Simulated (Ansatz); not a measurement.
**Run report: TaN, single-point calculation**

- system: TaN (P6₃/mmc, 4 atoms in the cell)
- method: DFT PBE, scalar-relativistic, plane waves, PAW, no spin polarisation (Ansatz 0.2.0)

The structure was built on a prototype by a generator; it need not be a known phase. It belongs to a series of runs on one base structure; here: stacking AB, relaxed, on a denser mesh. Figures and captions count atoms from 1; the log counts them from 0 in places.

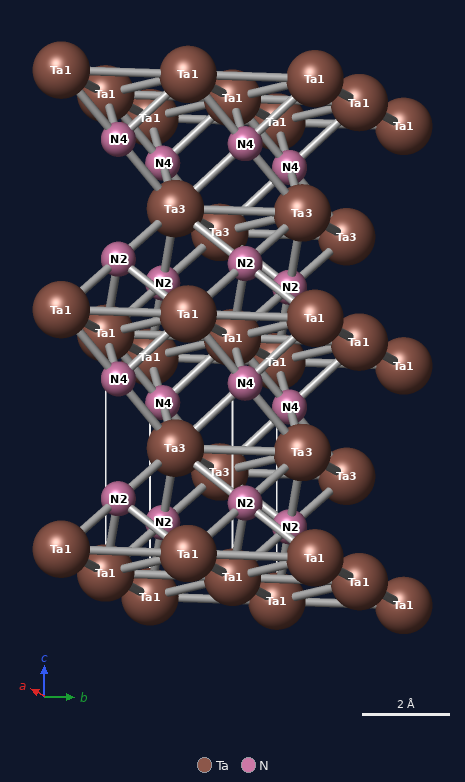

*The structure (ball-and-stick view of the cell of the calculation, repeated 2 × 2 × 2, seen at an oblique angle; atoms are numbered from 1 in the order of the input).*

Summary

- outcome: converged
- space group (tolerance 0.01 Å): P6₃/mmc (194)
- electrons treated: 36
- free energy: −20636.6993 eV
- Fermi energy: 20.963 eV
- gap on the k-point mesh: none (metallic)
- pressure: −0.01 GPa
- largest force (length of the vector): under 0.001 eV/Å
- hardware: 1 thread of Arm Neoverse V2, 24 GiB of memory available, shared host
- wall time: 18 s
- peak memory: 0.58 GiB

Spin–orbit coupling is left out, which matters for Ta.

Input file
```yaml
crystal:
  lattice:
    - [2.9674202135, 0.0, 0.0]
    - [-1.4837101067, 2.5698612886, 0.0]
    - [0.0, 0.0, 5.6318576259]
  atoms:
    - { symbol: Ta, position: [0.0, 0.0, 0.0] }
    - { symbol: "N", position: [0.6666666667, 0.3333333333, 0.25] }
    - { symbol: Ta, position: [0.3333333333, 0.6666666667, 0.5] }
    - { symbol: "N", position: [0.6666666667, 0.3333333333, 0.75] }
basis:
  ecutwfc: 420
kpoints:
  mp_grid: { grid: [21, 21, 18] }
hamiltonian:
  xc: pbe
scf:
  occupations: { method: gaussian, width: 0.1 }
output:
  forces: true
  stress: true
  eigenvalues: true
```

Command:
```bash
ansatz run input.yaml --threads 1 --pin off --max-ram 2560MiB --backend cpu --events-out ev --progress --plain --runs-dir out
```

What the program printed
```
Engine: ansatz 0.2.0, aarch64-unknown-linux-gnu
Pseudopotentials: kind: paw
Pseudopotential: Ta, paw, valence charge 13, recommended cutoff 420 eV (normal), Ta.paw.azcp
Pseudopotential: N, paw, valence charge 5, recommended cutoff 420 eV (normal), N.paw.azcp
Functional definition: PBE
  parameter kappa = 0.804
  parameter beta = 0.06672455060314922
  exchange = pbe_x(kappa = kappa, mu = beta*pi^2/3)
  correlation = pbe_c(beta = beta)
Crystal: 4 atoms, lattice volume = 42.948 Å³
Basis set: ecut = 420 eV, 835 PW (Γ), exchange–correlation on 40×40×80 points (8 copies of the dense FFT grid, shifted against one another)
Bands: 22, of which v1, the nominal top of the filled ones, is band 18 counted from 1 (17 counted from 0)
Symmetry: 24 space group operations
Space group: P63/mmc (ITA 194), of the structure as read, at distance tolerance 3.5e-5 Å
k-points: 480 of 7938
Non-local potential: Ta, projectors of the file, l = 0: 3, l = 1: 2, l = 2: 2, l = 3: 1
Non-local potential: N, projectors of the file, l = 0: 2, l = 1: 2, l = 2: 1
PAW form: soft (Blöchl's): semilocal exchange-correlation on the pseudo side does not see the compensation charge
PAW one-centre angular grid: Ta, 590 points (default); XC on 64 Gauss nodes
PAW one-centre angular grid: N, 110 points (default); XC on 64 Gauss nodes
Initial density: superposition of atomic densities (neutral atoms: chi_scale 0, normalization atom), corrected by the library's trained network
Initial wavefunctions: pseudopotential atomic-orbital guess
Functional: x = pbe(κ = 0.804, μ = 0.2195149727645171), c = pbe(β = 0.06672455060314922)
SCF iter   1: F=—  HF=-20636.700745 eV  |F-HF|=—  |Δ(HF+E_count)|=         —  Δρ=1.04e-2  dr2=2.27e-2  ethr=1.77e-3  ⟨swp⟩=5.0  Hψ=46016  notcnv=0
preconditioner: auto → Kerker (q_TF=auto, 2.649 Å⁻¹)  [metal: Δε(μ)=0.015 eV  Ē_g=9.851 eV  σ=0.100 eV  W_gap=0.08  n_scr=10 (ndim 8)  ℏωp=25.3 eV  f_vac=0.000  D(μ)=0.62/eV (n_scr^D=2)]
SCF iter   2: F=—  HF=-20636.700159 eV  |F-HF|=—  |Δ(HF+E_count)|=   5.86e-4  Δρ=6.25e-3  dr2=9.68e-3  ethr=6.31e-5  ⟨swp⟩=1.0  Hψ=14400  notcnv=0
SCF iter   3: F=—  HF=-20636.699230 eV  |F-HF|=—  |Δ(HF+E_count)|=   9.29e-4  Δρ=7.40e-4  dr2=1.59e-4  ethr=2.69e-5  ⟨swp⟩=2.6  Hψ=16627  notcnv=0
SCF iter   4: F=—  HF=-20636.699222 eV  |F-HF|=—  |Δ(HF+E_count)|=   8.00e-6  Δρ=1.11e-4  dr2=2.84e-6  ethr=4.41e-7  ⟨swp⟩=2.6  Hψ=17330  notcnv=0
SCF iter   5: F=—  HF=-20636.699254 eV  |F-HF|=—  |Δ(HF+E_count)|=   3.25e-5  Δρ=3.73e-5  dr2=4.78e-7  ethr=7.89e-9  ⟨swp⟩=2.0  Hψ=15768  notcnv=0
SCF iter   6: F=—  HF=-20636.699254 eV  |F-HF|=—  |Δ(HF+E_count)|=   6.38e-9  Δρ=2.04e-5  dr2=1.50e-7  ethr=2.78e-10  ⟨swp⟩=6.0  Hψ=44863  notcnv=0
SCF iter   7: F=-20636.699254 eV  HF=-20636.699254 eV  |F-HF|=2.26e-10  |Δ(HF+E_count)|=   3.16e-8  Δρ=2.48e-6  dr2=1.83e-9  ethr=2.78e-10  ⟨swp⟩=4.5  Hψ=34939  notcnv=0
SCF 1 converged in 7 iterations: F = -20636.699254 eV  dr2 = 1.83e-9
  greatest PAW one-centre occupation: 0.999 electrons in one spin orbital (limit 2), on the Ta atom at site 2 (counted from 0), in its partial waves of l = 0
SCF converged after 7 iterations
Free energy (F): -20636.699254 eV
Harris-Foulkes:  -20636.699254 eV  (|F-HF|=2.26e-10)
Internal energy: -20636.696184 eV  (E = F + TS)
E sigma→0 (E₀):  -20636.697719 eV
Entropy (-TS):   -0.003070 eV (-0.767 meV/atom)
Fermi energy:    20.962984 eV
--- Per-component energies (eV) ---
  E_band       = -98.379898
  E_kinetic    = 1000.060573
  E_local      = -1179.908003  (includes V_loc(G=0)·N_el)
  E_nonlocal   = 119.205385
  E_hartree    = 396.264400
  E_xc         = -560.004696
  E_vxc        = -564.920759  (∫ρ·V_xc dr)
  E_paw        = -17048.483691  (= ΣΔE_a)
  E_vpaw       = -265.346314  (= ΣTr[D̂ρ^β])
  E_aug_tail   = 0.000503  (compensation charges beyond the density's cutoff)
  E_ewald      = -3363.830654
  E_smearing   = -0.003070  (= −TS)
  E_closure    = -0.000000  (closes the sum)
  Σ components = -20636.699254   (vs F -20636.699254, Δ=0.00e0)
--- Forces (eV/Å), atoms counted from 1 ---
  atom   1  Ta    -0.00000000     0.00000000     0.00000000
  atom   2  N      0.00000000     0.00000000     0.00000000
  atom   3  Ta     0.00000000    -0.00000000     0.00000000
  atom   4  N      0.00000000     0.00000000     0.00000000
  max |Σ_I F_I| component: 4.63e-18 eV/Å
--- Stress (GPa, compression-positive) ---
       -0.020112      -0.000000       0.000000
       -0.000000      -0.020112       0.000000
        0.000000       0.000000      -0.003659
  P = ⅓ Tr σ = -0.0146 GPa (-0.146 kbar)
--- Band table (eV; the first three rows and the last of 480) ---
  k-point 0: bands = ["-48.0856", "-48.0592", "-15.1785", "-14.5949", "-14.1772", "-14.1772", "-14.1490", "-14.1490", "2.5896", "5.3261", "10.9615", "15.5926", "15.5926", "16.7142", "16.7142", "17.6685", "17.7083", "20.0763", "20.0763", "21.6169", "21.7182", "21.7182"]
  k-point 1: bands = ["-48.0854", "-48.0594", "-15.1743", "-14.5996", "-14.1770", "-14.1770", "-14.1492", "-14.1492", "2.6058", "5.2957", "11.0021", "15.5961", "15.5961", "16.6953", "16.6953", "17.2239", "18.1357", "20.1120", "20.1120", "21.6100", "21.7370", "21.7370"]
  k-point 2: bands = ["-48.0848", "-48.0600", "-15.1618", "-14.6135", "-14.1764", "-14.1764", "-14.1499", "-14.1499", "2.6543", "5.2072", "11.1213", "15.6068", "15.6068", "16.6417", "16.6417", "16.7478", "18.5609", "20.2158", "20.2158", "21.5886", "21.7919", "21.7919"]
  k-point 479: bands = ["-47.9975", "-47.9975", "-14.8510", "-14.8510", "-14.8452", "-14.8452", "-14.5820", "-14.5820", "4.9250", "4.9250", "12.4630", "12.4630", "14.4494", "14.4494", "15.3581", "15.3581", "20.3339", "20.3339", "23.1818", "23.1818", "24.2052", "24.2052"]
```
